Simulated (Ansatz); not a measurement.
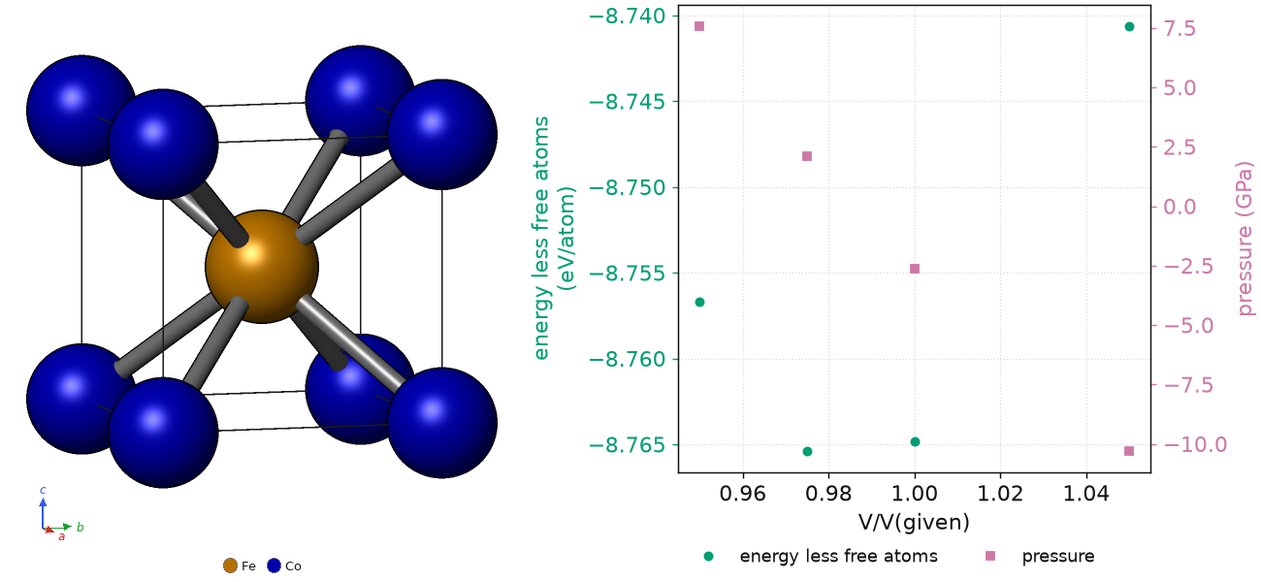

The figure shows the energy less free atoms and pressure against V/V(given) for FeCo, space group Pm-3m (No. 221). The conventional cell is drawn beside the plot.

Structure:
```xyz
2
Lattice="2.8570 0.0000 0.0000 0.0000 2.8570 0.0000 0.0000 0.0000 2.8570" Properties=species:S:1:pos:R:3 pbc="T T T"
Fe    1.4285    1.4285    1.4285
Co    0.0000    0.0000    0.0000
```

Method: periodic Kohn-Sham DFT of a crystal at fixed atoms, scaled to the stated factor times the given cell; pressure positive in compression, energy less spherical unpolarised free atoms (Ansatz 0.2.0). Level: PBE, collinear spin. The state reached is ferromagnetic.

method all-electron LAPW; relativity scalar; k mesh 11×11×11; occupations Fermi–Dirac; smearing width 0.05 eV; basis error target 1 (meV/atom); nucleus Gaussian.

V(given) is 11.66 Å³/atom.

The point at V/V(given) 1.025 is left out of the plot. What does the calculation give there?

```
V/V(given)  energy less free atoms (eV/atom)  pressure (GPa)
     1.025                           -8.7562            -6.8
```

Caveats: run without spin, though Co and Fe often carry a moment.
